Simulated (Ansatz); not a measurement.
# AlN: single-point calculation

The run: single-point calculation of AlN (slab, 8 atoms in the cell). Method and program: DFT PBEsol, scalar-relativistic, plane waves, PAW, no spin polarisation (Ansatz 0.2.0).

The structure derives from an entry of the Crystallography Open Database. It belongs to a series of runs on one base structure; here: the substrate alone at its places in the stack. Figures and captions count atoms from 1; the log counts them from 0 in places.

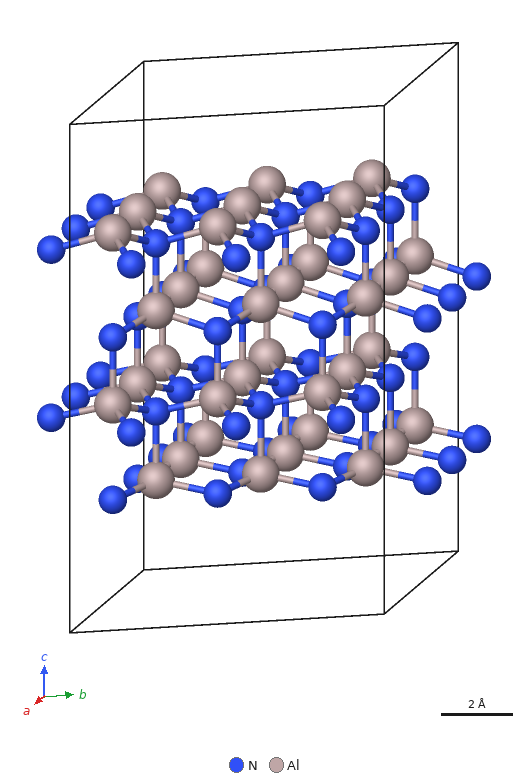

**Figure 1.** The input geometry (ball-and-stick view of the 3 × 3 repeat of the cell, with the vacuum cut short, seen slightly off an axis; bonded neighbours outside the cell are drawn too). An atom can appear more than once, as a periodic image.

## Summary

| quantity | value |
| --- | --- |
| outcome | converged |
| electrons treated | 32 |
| free energy | −3620.2181 eV |
| work function, top face | 4.18 eV |
| work function, bottom face | 6.47 eV |
| Fermi energy | −1.284 eV |
| gap on the k-point mesh | none (metallic) |
| work function (upper face) | 4.18 eV |
| largest force (length of the vector) | 1.144 eV/Å |
| hardware | 4 threads of AMD EPYC (Zen 3), 144 GiB of memory available, shared host |
| wall time | 6.5 s (CPU time 23 s) |
| peak memory | 0.66 GiB |

## Notes

The program warns: the exchange-correlation potential is rough where the density is thin.

## The input
```yaml
crystal:
  lattice:
    - [3.1136926474, 0.0, 0.0]
    - [-1.5568463237, 2.6965369322, 0.0]
    - [0.0, 0.0, 34.0006361247]
  atoms:
    - { symbol: "N", position: [0.6666666667, 0.3333333333, 0.2277480002] }
    - { symbol: Al, position: [0.3333333333, 0.6666666667, 0.2366997401] }
    - { symbol: "N", position: [0.3333333333, 0.6666666667, 0.2952620645] }
    - { symbol: Al, position: [0.6666666667, 0.3333333333, 0.3087181958] }
    - { symbol: "N", position: [0.6666666667, 0.3333333333, 0.3661725031] }
    - { symbol: Al, position: [0.3333333333, 0.6666666667, 0.3813396027] }
    - { symbol: "N", position: [0.3333333333, 0.6666666667, 0.4385350022] }
    - { symbol: Al, position: [0.6666666667, 0.3333333333, 0.4551766675] }
basis:
  ecutwfc: 420
kpoints:
  mp_grid: { grid: [12, 12, 1] }
hamiltonian:
  xc: pbesol
scf:
  occupations: { method: gaussian, width: 0.1 }
output:
  forces: true
  stress: true
  eigenvalues: true
  write_density: true
  write_potential: true
  elf: true
  volumetric_format: npy
efield:
  axis: 3
  dipole_correction: true
  ramp_width: 0.04
```

Command:
```bash
ansatz run input.yaml --threads 4 --pin off --max-ram 10240MiB --backend cpu --events-out ev --progress --plain --runs-dir out
```

## Log
```
Engine: ansatz 0.2.0, x86_64-unknown-linux-gnu
Pseudopotentials: kind: paw
Pseudopotential: N, paw, valence charge 5, recommended cutoff 420 eV (normal), N.paw.azcp
Pseudopotential: Al, paw, valence charge 3, recommended cutoff 420 eV (normal), Al.paw.azcp
Functional definition: PBEsol
  exchange = pbesol_x
  correlation = pbesol_c
Crystal: 8 atoms, lattice volume = 285.476 Å³
Basis set: ecut = 420 eV, 5549 PW (Γ), exchange–correlation on 48×48×480 points (8 copies of the dense FFT grid, shifted against one another)
Bands: 24, of which v1, the nominal top of the filled ones, is band 16 counted from 1 (15 counted from 0)
Symmetry: 6 space group operations
Space group: P3m1 (ITA 156), of the structure as read, at distance tolerance 6.6e-5 Å
k-points: 19 of 144 (time reversal used)
Non-local potential: N, projectors of the file, l = 0: 2, l = 1: 2, l = 2: 1
Non-local potential: Al, projectors of the file, l = 0: 2, l = 1: 2, l = 2: 1
PAW form: soft (Blöchl's): semilocal exchange-correlation on the pseudo side does not see the compensation charge
PAW frozen core: N, regenerated for the run's functional, and the local potential with it (the file was generated under x = pbe(κ = 0.804, μ = 0.2195149727645171), c = pbe(β = 0.06672455060314922))
PAW frozen core: Al, regenerated for the run's functional, and the local potential with it (the file was generated under x = pbe(κ = 0.804, μ = 0.2195149727645171), c = pbe(β = 0.06672455060314922))
PAW one-centre angular grid: N, 110 points (default); XC on 64 Gauss nodes
PAW one-centre angular grid: Al, 110 points (default); XC on 64 Gauss nodes
Initial density: superposition of atomic densities (neutral atoms: chi_scale 0, normalization atom), corrected by the library's trained network
Initial wavefunctions: pseudopotential atomic-orbital guess
Functional: x = pbesol(κ = 0.804, μ = 0.12345679012345678), c = pbesol(β = 0.046)
SCF iter   1: F=—  HF=-3620.249268 eV  |F-HF|=—  |Δ(HF+E_count)|=         —  Δρ=5.51e-3  dr2=7.09e-1  ethr=1.77e-3  p=0.090 e·Å  D=5.73e-2 V/Å  ΔV_dip=-1.95 eV  dr2_dipole=2.69e-1  V_vac-E_F(+/−)=4.02/5.96 eV  ⟨swp⟩=9.2  Hψ=3176  notcnv=0  defer=23
efield: sawtooth ramp at fractional position 0.8215 (placed from the atoms, in the widest stretch of the axis that holds none; the zero of the levels goes with the place), width 0.0400; the density the first Hamiltonian is built on has a dipole p = 0.090 e·Å; the dipole correction subtracts the counter field D = 5.73e-2 V/Å, which shifts the + side's vacuum level by -1.95 eV against the − side's; the planar-averaged density in the ramp window peaks in size at 1.1e-6 e/Å³
preconditioner: auto → LDOS  [metal: Δε(μ)=0.057 eV  Ē_g=11.506 eV  σ=0.100 eV  W_gap=0.30  n_scr=20 (ndim 8)  ℏωp=12.4 eV  f_vac=0.643  D(μ)=7.62/eV (n_scr^D=22)  β→1.0]
SCF iter   2: F=—  HF=-3620.222452 eV  |F-HF|=—  |Δ(HF+E_count)|=   2.68e-2  Δρ=3.03e-3  dr2=2.10e-1  ethr=1.77e-3  p=0.101 e·Å  D=6.39e-2 V/Å  ΔV_dip=-2.17 eV  dr2_dipole=7.73e-2  V_vac-E_F(+/−)=4.15/6.32 eV  ⟨swp⟩=1.9  Hψ=656  notcnv=0  defer=43
SCF iter   3: F=—  HF=-3620.219893 eV  |F-HF|=—  |Δ(HF+E_count)|=   2.56e-3  Δρ=1.79e-3  dr2=1.55e-2  ethr=6.55e-4  p=0.102 e·Å  D=6.44e-2 V/Å  ΔV_dip=-2.19 eV  dr2_dipole=1.98e-4  V_vac-E_F(+/−)=4.18/6.37 eV  ⟨swp⟩=1.7  Hψ=458  notcnv=0  defer=44
SCF iter   4: F=—  HF=-3620.219074 eV  |F-HF|=—  |Δ(HF+E_count)|=   8.19e-4  Δρ=8.36e-4  dr2=9.45e-3  ethr=4.83e-5  p=0.102 e·Å  D=6.48e-2 V/Å  ΔV_dip=-2.20 eV  dr2_dipole=2.25e-3  V_vac-E_F(+/−)=4.19/6.40 eV  ⟨swp⟩=2.5  Hψ=686  notcnv=0  defer=44
SCF iter   5: F=—  HF=-3620.218646 eV  |F-HF|=—  |Δ(HF+E_count)|=   4.28e-4  Δρ=6.00e-4  dr2=3.82e-3  ethr=2.95e-5  p=0.103 e·Å  D=6.56e-2 V/Å  ΔV_dip=-2.23 eV  dr2_dipole=3.99e-4  V_vac-E_F(+/−)=4.19/6.42 eV  ⟨swp⟩=1.4  Hψ=438  notcnv=0  defer=44
SCF iter   6: F=—  HF=-3620.218350 eV  |F-HF|=—  |Δ(HF+E_count)|=   2.96e-4  Δρ=3.64e-4  dr2=1.54e-3  ethr=1.19e-5  p=0.105 e·Å  D=6.67e-2 V/Å  ΔV_dip=-2.27 eV  dr2_dipole=5.31e-6  V_vac-E_F(+/−)=4.18/6.45 eV  ⟨swp⟩=1.7  Hψ=509  notcnv=0  defer=44
SCF iter   7: F=—  HF=-3620.218249 eV  |F-HF|=—  |Δ(HF+E_count)|=   1.01e-4  Δρ=2.84e-4  dr2=6.39e-4  ethr=4.80e-6  p=0.106 e·Å  D=6.75e-2 V/Å  ΔV_dip=-2.29 eV  dr2_dipole=2.88e-5  V_vac-E_F(+/−)=4.17/6.47 eV  ⟨swp⟩=1.8  Hψ=528  notcnv=0  defer=44
SCF iter   8: F=—  HF=-3620.218224 eV  |F-HF|=—  |Δ(HF+E_count)|=   2.48e-5  Δρ=2.14e-4  dr2=3.70e-4  ethr=2.00e-6  p=0.107 e·Å  D=6.77e-2 V/Å  ΔV_dip=-2.30 eV  dr2_dipole=8.07e-5  V_vac-E_F(+/−)=4.17/6.47 eV  ⟨swp⟩=1.5  Hψ=474  notcnv=0  defer=42
SCF iter   9: F=—  HF=-3620.218229 eV  |F-HF|=—  |Δ(HF+E_count)|=   4.78e-6  Δρ=1.24e-4  dr2=1.41e-4  ethr=1.16e-6  p=0.107 e·Å  D=6.76e-2 V/Å  ΔV_dip=-2.30 eV  dr2_dipole=4.05e-5  V_vac-E_F(+/−)=4.18/6.48 eV  ⟨swp⟩=1.2  Hψ=431  notcnv=0  defer=42
SCF iter  10: F=—  HF=-3620.218245 eV  |F-HF|=—  |Δ(HF+E_count)|=   1.62e-5  Δρ=5.05e-5  dr2=7.09e-6  ethr=4.42e-7  p=0.106 e·Å  D=6.75e-2 V/Å  ΔV_dip=-2.29 eV  dr2_dipole=1.12e-7  V_vac-E_F(+/−)=4.18/6.47 eV  ⟨swp⟩=1.3  Hψ=443  notcnv=0  defer=42
SCF iter  11: F=—  HF=-3620.218116 eV  |F-HF|=—  |Δ(HF+E_count)|=   1.30e-4  Δρ=1.81e-5  dr2=9.44e-7  ethr=2.21e-8  p=0.106 e·Å  D=6.74e-2 V/Å  ΔV_dip=-2.29 eV  dr2_dipole=1.67e-9  V_vac-E_F(+/−)=4.18/6.47 eV  ⟨swp⟩=2.3  Hψ=777  notcnv=0  defer=42
SCF iter  12: F=—  HF=-3620.218118 eV  |F-HF|=—  |Δ(HF+E_count)|=   2.38e-6  Δρ=1.15e-5  dr2=5.36e-7  ethr=2.95e-9  p=0.106 e·Å  D=6.74e-2 V/Å  ΔV_dip=-2.29 eV  dr2_dipole=5.74e-8  V_vac-E_F(+/−)=4.18/6.47 eV  ⟨swp⟩=2.4  Hψ=701  notcnv=0  defer=42
SCF iter  13: F=-3620.218118 eV  HF=-3620.218118 eV  |F-HF|=1.73e-7  |Δ(HF+E_count)|=   2.90e-7  Δρ=4.47e-6  dr2=7.18e-8  ethr=3.13e-10  p=0.106 e·Å  D=6.74e-2 V/Å  ΔV_dip=-2.29 eV  dr2_dipole=7.77e-9  V_vac-E_F(+/−)=4.18/6.47 eV  ⟨swp⟩=23.7  Hψ=4656  notcnv=0
SCF 1 converged in 13 iterations: F = -3620.218118 eV  dr2 = 7.18e-8
  greatest PAW one-centre occupation: 0.797 electrons in one spin orbital (limit 2), on the N atom at site 0 (counted from 0), in its partial waves of l = 0
```

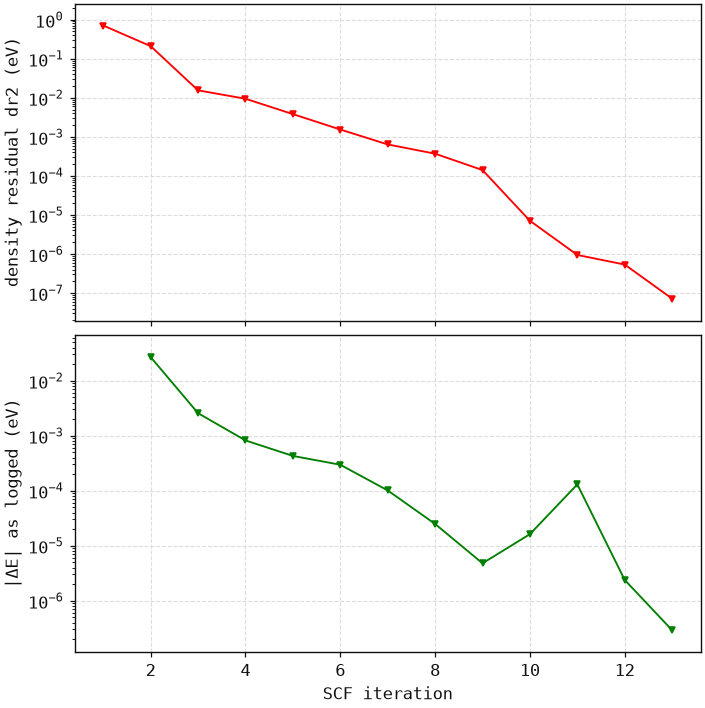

**Figure 2.** Convergence of the self-consistent field: density residual dr2 and size of the energy change against the SCF iteration. The residual falls at every step.

```
WARN: The output density's exchange-correlation potential varies sharply where the density is thin. Do not read a vacuum level from v_tot or v_xc, or from such a field of the output density. On a cell that repeats whose density bears no net charge and no dipole along the vacuum's axis use v_es (v_loc + v_h of the components); under efield.dipole_correction with no amplitude use v_es + v_field, which holds any external_charges[].barrier, or the levels of the report's work_function block, which leave it out; under a non-zero efield.amplitude the vacuum is tilted and has no level; on a cell that repeats and bears such a dipole with no correction it is tilted too, and efield.dipole_correction with no amplitude gives each side of its ramp a level where efield: is served; in a cell that repeats whose density bears a net charge (total_charge, or a fill off its count) it is curved and has none; of a slab under crystal.periodic whose density bears no net charge use v_es, which has a level on each side, short of where the two are joined; of another it falls or rises all the way out and has none; of a slab beside external_charges read slab_vacuum_level instead, which it has where they leave it neutral. The grid or the basis barely resolves most such structure, and the values can differ between equally converged runs; as a rule a tighter scf.convergence.dr2_threshold does not remove it. Where the density itself ripples (under the LDA too) a higher basis.ecutwfc lessens it. The files hold the spikes' plane waves up to the density's cutoff. Files: v_tot_of_output_density and the like, and their columns of v_z.tsv (output.write_potential); v_xc_of_output_density and the like, and their columns of v_comp_z.tsv (output.write_potential_components). Measured: with its Gaussian average of σ = 0.25 Å subtracted twice, the exchange-correlation potential is over 0.1 eV at 82 of the grid points where the equally averaged density (valence and model cores) is under 1e-3 e/Å³, and 0.305 eV at the most among them, at an averaged density of 1.7e-8 e/Å³. The input density's (outcome.potential() and, of a run that writes arrays, v_tot and v_xc) is over 0.1 eV, so measured, at 1786 points of its own thin density, 0.325 eV at the most. See output.write_potential in the manual, Limitations
SCF converged after 13 iterations
Free energy (F): -3620.218118 eV
Harris-Foulkes:  -3620.218118 eV  (|F-HF|=1.73e-7)
Internal energy: -3620.180017 eV  (E = F + TS)
E sigma→0 (E₀):  -3620.199068 eV
Entropy (-TS):   -0.038102 eV (-4.763 meV/atom)
Fermi energy:    -1.283784 eV
Dipole field:    D = 0.067519 V/Å  (p = 0.106520 e·Å, saw-weighted, corrected)
Work function:   Φ+ = 4.1772 eV   Φ− = 6.4729 eV
Levels:          The Fermi level and band energies are counted from a zero that moves with the ramp; work functions are not
--- Per-component energies (eV) ---
  E_band       = -243.469980
  E_kinetic    = 631.761130
  E_local      = -33231.324791  (includes V_loc(G=0)·N_el)
  E_nonlocal   = 224.005525
  E_hartree    = 16325.581689
  E_xc         = -400.158333
  E_vxc        = -426.348019  (∫ρ·V_xc dr)
  E_paw        = -2310.821981  (= ΣΔE_a)
  E_vpaw       = -93.049629  (= ΣTr[D̂ρ^β])
  E_aug_tail   = 0.000371  (compensation charges beyond the density's cutoff)
  E_efield     = 0.003596  (sawtooth field / dipole correction)
  E_vefield    = 0.334107  (∫n·V_field dr)
  E_ewald      = 15140.583825
  E_core_change = 0.188951  (= ΣΔE_core)
  E_smearing   = -0.038102  (= −TS)
  E_closure    = 0.000000  (closes the sum)
  Σ components = -3620.218118   (vs F -3620.218118, Δ=0.00e0)
--- Forces (eV/Å), atoms counted from 1 ---
  atom   1  N      0.00000000     0.00000000     0.03962238
  atom   2  Al     0.00000000    -0.00000000    -0.10795794
  atom   3  N      0.00000000     0.00000000     0.41309514
  atom   4  Al     0.00000000     0.00000000    -0.53334424
  atom   5  N      0.00000000    -0.00000000     0.79268489
  atom   6  Al    -0.00000000    -0.00000000    -0.94998921
  atom   7  N      0.00000000    -0.00000000     1.14384306
  atom   8  Al    -0.00000000     0.00000000    -0.79807084
  max |Σ_I F_I| component: 1.17e-4 eV/Å
--- Stress (GPa, compression-positive) ---
        1.193325       0.000000      -0.000000
        0.000000       1.193325       0.000000
       -0.000000       0.000000       0.136027
  P = ⅓ Tr σ = 0.8409 GPa (8.409 kbar)
--- Band table (eV; the first three rows and the last of 19) ---
  k-point 0: bands = ["-18.4441", "-17.1346", "-16.0938", "-14.5422", "-8.7002", "-6.5430", "-4.7012", "-4.7012", "-4.4408", "-3.5048", "-3.5048", "-2.6507", "-2.6507", "-2.2689", "-1.7379", "-1.7379", "-1.5186", "1.7863", "2.7766", "3.1827", "3.4911", "4.0753", "4.3460", "4.9741"]
  k-point 1: bands = ["-18.3626", "-17.0557", "-16.0201", "-14.4802", "-8.6088", "-6.5304", "-5.1561", "-4.7777", "-4.3897", "-3.8016", "-3.5757", "-3.0625", "-2.7178", "-2.1388", "-2.0126", "-1.7776", "-1.4105", "2.0347", "2.9468", "3.4051", "3.7103", "4.2964", "4.4754", "5.1587"]
  k-point 2: bands = ["-18.1277", "-16.8290", "-15.8093", "-14.3062", "-8.3480", "-6.7012", "-5.8442", "-4.9764", "-4.8734", "-4.3038", "-3.7612", "-3.6262", "-2.8921", "-2.8344", "-1.8875", "-1.6963", "-1.3383", "2.5931", "3.3173", "3.8215", "4.2566", "4.6903", "4.8516", "5.4019"]
  k-point 18: bands = ["-16.6300", "-15.4389", "-14.5292", "-13.4157", "-8.3180", "-8.1669", "-7.4664", "-6.8431", "-6.3124", "-5.7853", "-5.7515", "-5.0669", "-4.3038", "-4.2120", "-2.7962", "-1.2524", "0.5331", "1.4935", "3.7033", "4.3675", "5.2036", "5.6202", "6.3809", "6.7245"]
```

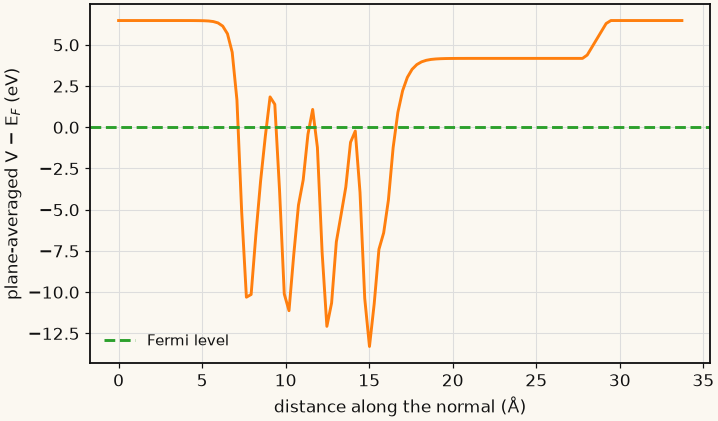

**Figure 3.** Plane average of the electrostatic potential energy of an electron across the cell, from the Fermi level. The vacuum level lies 4.18 eV above the Fermi level on the upper side and 6.47 eV on the lower.

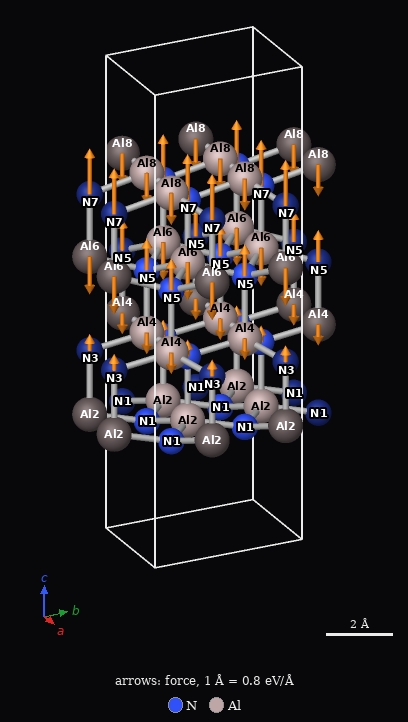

**Figure 4.** Forces on the atoms as orange arrows (ball-and-stick view of the 2 × 2 repeat of the cell, with the vacuum cut short, seen slightly off an axis; neighbours outside the cell are drawn fainter; atoms are numbered from 1 in the order of the input); the smallest are left out. The largest act on N7 (1.14 eV/Å); Al6 (0.95 eV/Å); Al8 (0.80 eV/Å); N5 (0.79 eV/Å), among others. The geometry is not a stationary point of this energy.

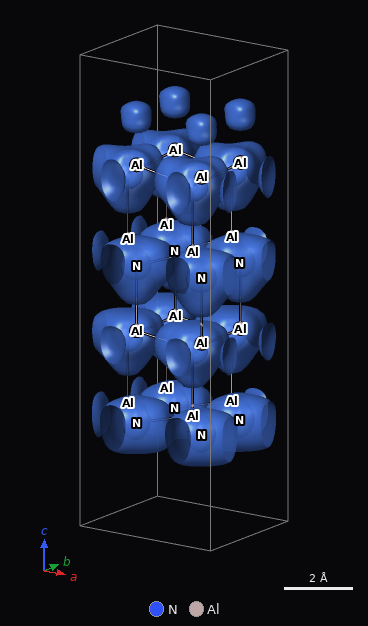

**Figure 5.** Isosurface of the ELF at 0.7 (blue), seen slightly off an axis. Core shells and regions of very low density are left out. Sticks mark near contacts. Al–N (1.87 Å): the ELF is about 0.85 at the midpoint. Core electrons are frozen (PAW), so the fields are smoothed inside the atomic spheres.

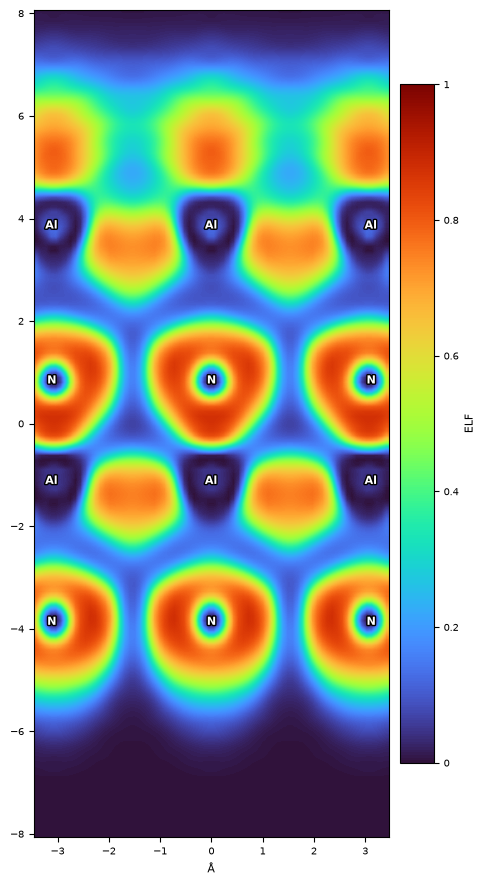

**Figure 6.** Electron localisation function on the (11̄0) plane of the calculation cell, a cut from vacuum to vacuum. Al–N (1.95 Å): the ELF is about 0.85 at the midpoint.
